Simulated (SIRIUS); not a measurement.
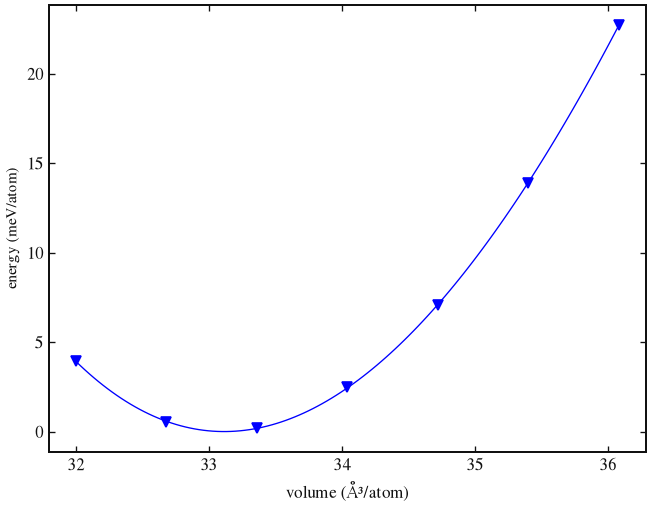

The figure shows the energy against volume for MgI₂, space group P-3m1 (No. 164).

Cell as given: a = 4.140 Å, b = 4.140 Å, c = 6.880 Å, α = 90.00°, β = 90.00°, γ = 120.00°; 3 atoms.

How it was computed, with SIRIUS 7.12.0: all-electron LAPW DFT, no spin polarisation; energies at scaled volumes of the given cell, shape and fractions fixed, counted from the fit's minimum, third-order Birch-Murnaghan fit. Level: PBEsol.

k mesh 8×8×4; occupations Fermi–Dirac; smearing width 0.05 eV; potentials all electron FP LAPW; program settings basis apw+lo standard, gk cutoff 3.41 1/bohr, pw cutoff 20 1/bohr.

The numbers behind the figure:

| volume (Å³/atom) | energy (meV/atom) |
| --- | --- |
| 32.00 | 3.96 |
| 32.68 | 0.51 |
| 33.36 | 0.21 |
| 34.04 | 2.49 |
| 34.72 | 7.07 |
| 35.40 | 13.88 |
| 36.08 | 22.71 |

Keep in mind: shape and atomic fractions are frozen while scaling, which makes layered, chain and framework solids too stiff.
